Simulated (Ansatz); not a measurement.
**Run report: Mg87Zn21O108, single-point calculation (part 3 of 3)**

The same run, continued: Mg87Zn21O108 (P1, 216 atoms in the cell); DFT, PBE, PAW, plane waves (Ansatz 0.2.0); cutoff 420 eV, 1×1×1 k-mesh, Fermi–Dirac smearing of 0.01 eV. The structure was built on a prototype by a generator; it need not be a known phase.

Output, continued:
```
  atom 187  Mg    -0.00041143     0.00096140    -0.00127773
  atom 188  Mg    -0.00605473     0.01121377     0.00687799
  atom 189  Mg    -0.00005198    -0.00094695    -0.00029921
  atom 190  Mg    -0.01180049     0.00556718    -0.00727937
  atom 191  Mg    -0.00566037    -0.00052871     0.00671052
  atom 192  Mg    -0.00066082    -0.00596588    -0.00596828
  atom 193  Mg    -0.00001361    -0.01017953     0.00085944
  atom 194  Mg     0.00005672     0.00682750    -0.00531929
  atom 195  Mg    -0.01149597    -0.00516149     0.00355110
  atom 196  Zn     0.00451011     0.00248671    -0.00644679
  atom 197  Zn     0.00224084     0.00270797    -0.00048297
  atom 198  Zn    -0.01011494     0.00039754     0.00082240
  atom 199  Zn    -0.00440542     0.00201992    -0.00548254
  atom 200  Zn    -0.00045621     0.00946214     0.01470200
  atom 201  Zn     0.00136007    -0.00781373     0.00315785
  atom 202  Zn    -0.00443712     0.00064973     0.00467392
  atom 203  Zn     0.00799733    -0.00780684    -0.00382970
  atom 204  Zn    -0.00092090     0.00077255     0.00066968
  atom 205  Zn     0.00350088     0.00403679     0.00986661
  atom 206  Zn     0.00129190     0.00075321    -0.00050270
  atom 207  Zn    -0.00148219    -0.00993327    -0.00770651
  atom 208  Zn     0.00772230     0.00068331     0.00030051
  atom 209  Zn     0.00089855    -0.00485594     0.00198805
  atom 210  Zn     0.00246988     0.00753281     0.00290006
  atom 211  Zn     0.00112817    -0.01209549    -0.00291881
  atom 212  Zn    -0.00192503     0.01010825    -0.00460110
  atom 213  Zn    -0.00569825    -0.00385621     0.00053458
  atom 214  Zn     0.00774437     0.00598181    -0.00498701
  atom 215  Zn     0.00507909    -0.00244727    -0.00494630
  atom 216  Zn    -0.00850016     0.00270504    -0.00083560
  max |Σ_I F_I| component: 3.17e-4 eV/Å
--- Band table (eV) ---
  k-point 0: bands = ["-64.0144", "-63.9963", "-63.9952", "-63.9921", "-63.9915", "-63.9914", "-63.9900", "-63.9881", "-63.9851", "-63.9808", ... 891 levels left out ..., "15.3296", "15.4012", "15.4360", "15.4872", "15.5573", "15.6225", "15.6748", "15.7541", "15.7642", "15.7889", "15.8498", "15.8964", "16.0677", "16.2013", "16.2510", "16.3208", "16.4149", "16.4845", "16.5366", "16.5779", "16.7113", "16.7428", "16.7933", "16.8313", "16.8542", "16.8884", "16.9047", "16.9285", "16.9416",
      "16.9589", "16.9906", "17.0176", "17.0510", "17.0641", "17.0853", "17.1196", "17.1378", "17.1666", "17.1903", "17.2084", "17.2382", "17.2660", "17.2891", "17.2953", "17.3183", "17.3588", "17.3751", "17.4149", "17.4502", "17.5556", "17.6299", "17.6985", "17.7663", "17.8363", "17.8827", "17.9352", "17.9733", "17.9799", "17.9875", "17.9894", "18.0211", "18.0750", "18.0919", "18.1228", "18.1499", "18.1602", "18.1883", "18.2115", "18.2448",
      "18.2670", "18.2806", "18.3069", "18.3362", "18.3703", "18.4145", "18.4212", "18.4496", "18.4705", "18.4965", "18.5128", "18.5292", "18.5641", "18.5789", "18.6099", "18.6297", "18.6433", "18.6632", "18.6864", "18.7430", "18.7553", "18.7628", "18.8049", "18.8316", "18.8651", "18.8740", "18.9266", "18.9502", "18.9584", "19.0077", "19.0247", "19.0686", "19.0823", "19.0920", "19.1122", "19.1248", "19.1315", "19.1723", "19.1945", "19.2113",
      "19.2274", "19.2960", "19.3201", "19.3581", "19.3726", "19.4203", "19.4449", "19.4481", "19.4512", "19.4770", "19.4836", "19.5028", "19.5155", "19.5251", "19.5408", "19.5496", "19.5629", "19.5832", "19.5877", "19.6179", "19.6265", "19.6411", "19.6448", "19.6770", "19.6874", "19.6964", "19.7174", "19.7384", "19.7568", "19.7656", "19.7947", "19.8118", "19.8221", "19.8477", "19.8779", "19.9176", "19.9556", "20.0743", "20.1177", "20.1368",
      "20.1807", "20.2196", "20.2313", "20.2420", "20.2768", "20.2914", "20.2991", "20.3088", "20.3227", "20.3396", "20.3457", "20.3661", "20.3774", "20.4072", "20.4260", "20.4296", "20.4496", "20.4597", "20.4737", "20.4873", "20.4965", "20.5084", "20.5176", "20.5343", "20.5407", "20.5469", "20.5703", "20.5764", "20.5809", "20.5885", "20.5968", "20.6067", "20.6151", "20.6184", "20.6261", "20.6289", "20.6317", "20.6469", "20.6486", "20.6546",
      "20.6646", "20.6723", "20.6768", "20.6869", "20.6917", "20.6939", "20.7071", "20.7149", "20.7178", "20.7221", "20.7331"]
--- Löwdin populations: 216 sites ---
  site symbol       q [e]
     0      O      7.3645
     1      O      7.2916
     2      O      7.3403
     3      O      7.3892
     4      O      7.3390
     5      O      7.3150
     6      O      7.3891
     7      O      7.3391
     8      O      7.3896
     9      O      7.3640
    10      O      7.3635
    11      O      7.3884
    12      O      7.3894
    13      O      7.3896
    14      O      7.3634
    15      O      7.3890
    16      O      7.3639
    17      O      7.3638
    18      O      7.3160
    19      O      7.3633
    20      O      7.3392
    21      O      7.3391
    22      O      7.3895
    23      O      7.3404
    24      O      7.3627
    25      O      7.3889
    26      O      7.3390
    27      O      7.3640
    28      O      7.3392
    29      O      7.3406
    30      O      7.3632
    31      O      7.3636
    32      O      7.3629
    33      O      7.3896
    34      O      7.3397
    35      O      7.3408
    36      O      7.3632
    37      O      7.3387
    38      O      7.3408
    39      O      7.3643
    40      O      7.3389
    41      O      7.3643
    42      O      7.3889
    43      O      7.3392
    44      O      7.3896
    45      O      7.3638
    46      O      7.3893
    47      O      7.3899
    48      O      7.3397
    49      O      7.3895
    50      O      7.3397
    51      O      7.3632
    52      O      7.3631
    53      O      7.3396
    54      O      7.3152
    55      O      7.3390
    56      O      7.3636
    57      O      7.3653
    58      O      7.3649
    59      O      7.3393
    60      O      7.3898
    61      O      7.3640
    62      O      7.3887
    63      O      7.3398
    64      O      7.3648
    65      O      7.3893
    66      O      7.3405
    67      O      7.3639
    68      O      7.3639
    69      O      7.3642
    70      O      7.3893
    71      O      7.3887
    72      O      7.3401
    73      O      7.3897
    74      O      7.3404
    75      O      7.3889
    76      O      7.3885
    77      O      7.3388
    78      O      7.3897
    79      O      7.3644
    80      O      7.3393
    81      O      7.2911
    82      O      7.3157
    83      O      7.3629
    84      O      7.3401
    85      O      7.3654
    86      O      7.3901
    87      O      7.3396
    88      O      7.3150
    89      O      7.3891
    90      O      7.3637
    91      O      7.3887
    92      O      7.3892
    93      O      7.3635
    94      O      7.3891
    95      O      7.3646
    96      O      7.3639
    97      O      7.3644
    98      O      7.3896
    99      O      7.3392
   100      O      7.3883
   101      O      7.3393
   102      O      7.3654
   103      O      7.3896
   104      O      7.3155
   105      O      7.3641
   106      O      7.3392
   107      O      7.3391
   108     Mg      8.4661
   109     Mg      8.4677
   110     Mg      8.4662
   111     Mg      8.4654
   112     Mg      8.4655
   113     Mg      8.4661
   114     Mg      8.4665
   115     Mg      8.4645
   116     Mg      8.4653
   117     Mg      8.4670
   118     Mg      8.4652
   119     Mg      8.4653
   120     Mg      8.4656
   121     Mg      8.4660
   122     Mg      8.4664
   123     Mg      8.4640
   124     Mg      8.4653
   125     Mg      8.4645
   126     Mg      8.4656
   127     Mg      8.4658
   128     Mg      8.4636
   129     Mg      8.4646
   130     Mg      8.4650
   131     Mg      8.4648
   132     Mg      8.4639
   133     Mg      8.4642
   134     Mg      8.4650
   135     Mg      8.4638
   136     Mg      8.4660
   137     Mg      8.4642
   138     Mg      8.4650
   139     Mg      8.4652
   140     Mg      8.4642
   141     Mg      8.4660
   142     Mg      8.4648
   143     Mg      8.4641
   144     Mg      8.4660
   145     Mg      8.4653
   146     Mg      8.4646
   147     Mg      8.4638
   148     Mg      8.4648
   149     Mg      8.4648
   150     Mg      8.4634
   151     Mg      8.4629
   152     Mg      8.4662
   153     Mg      8.4660
   154     Mg      8.4654
   155     Mg      8.4653
   156     Mg      8.4657
   157     Mg      8.4658
   158     Mg      8.4646
   159     Mg      8.4651
   160     Mg      8.4652
   161     Mg      8.4659
   162     Mg      8.4659
   163     Mg      8.4651
   164     Mg      8.4659
   165     Mg      8.4661
   166     Mg      8.4661
   167     Mg      8.4634
   168     Mg      8.4643
   169     Mg      8.4653
   170     Mg      8.4649
   171     Mg      8.4663
   172     Mg      8.4652
   173     Mg      8.4653
   174     Mg      8.4656
   175     Mg      8.4645
   176     Mg      8.4653
   177     Mg      8.4658
   178     Mg      8.4648
   179     Mg      8.4654
   180     Mg      8.4658
   181     Mg      8.4653
   182     Mg      8.4651
   183     Mg      8.4641
   184     Mg      8.4643
   185     Mg      8.4656
   186     Mg      8.4658
   187     Mg      8.4641
   188     Mg      8.4660
   189     Mg      8.4653
   190     Mg      8.4642
   191     Mg      8.4649
   192     Mg      8.4662
   193     Mg      8.4656
   194     Mg      8.4657
   195     Zn     10.5996
   196     Zn     10.6000
   197     Zn     10.6002
   198     Zn     10.5995
   199     Zn     10.5955
   200     Zn     10.5981
   201     Zn     10.5978
   202     Zn     10.5961
   203     Zn     10.6004
   204     Zn     10.6005
   205     Zn     10.5989
   206     Zn     10.5974
   207     Zn     10.5976
   208     Zn     10.5980
   209     Zn     10.5981
   210     Zn     10.5983
   211     Zn     10.5989
   212     Zn     10.5996
   213     Zn     10.5987
   214     Zn     10.5995
   215     Zn     10.5991
  spilling = 0.009072 (of n_electrons = 1770.000000)
```

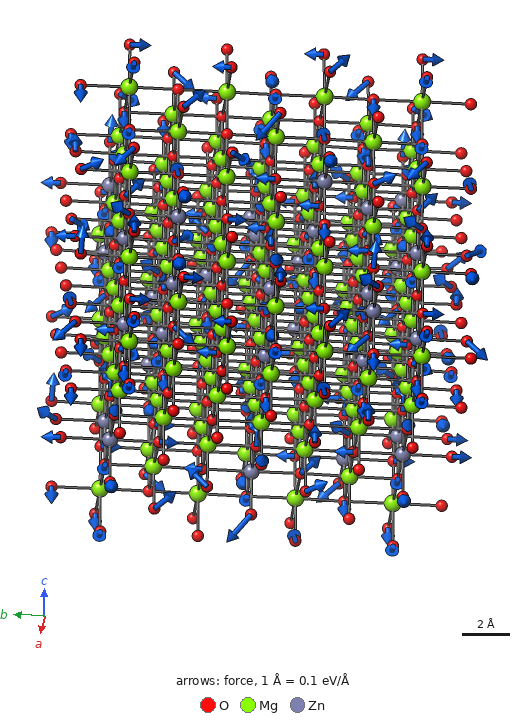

*Forces on the atoms as blue arrows (ball-and-stick view of the cell of the calculation, seen at an oblique angle; bonded neighbours outside the cell are drawn too); the smallest are left out.*

The largest act on O89, O105 (0.16 eV/Å); O82 (0.14 eV/Å); O3, O21, O22, O27, O29, O30 and 11 more (0.13 eV/Å); O24, O39, O41, O51, O54, O75 and 2 more (0.13 eV/Å), among others. Atoms are counted from 1 in the order of the input and aren't labelled in the picture. 

Key numbers:

```tsv
quantity	value
outcome	converged
space group (tolerance 0.01 Å)	P1 (1)
electrons treated	1770
free energy	−298606.9309 eV
Fermi energy	10.517 eV
largest force (length of the vector)	0.164 eV/Å
wall time	7.4 s (CPU time 27 s)
peak memory	3.2 GiB
```

Notes:

The k-point mesh is coarse for a cell of this size, so the results may not be converged.
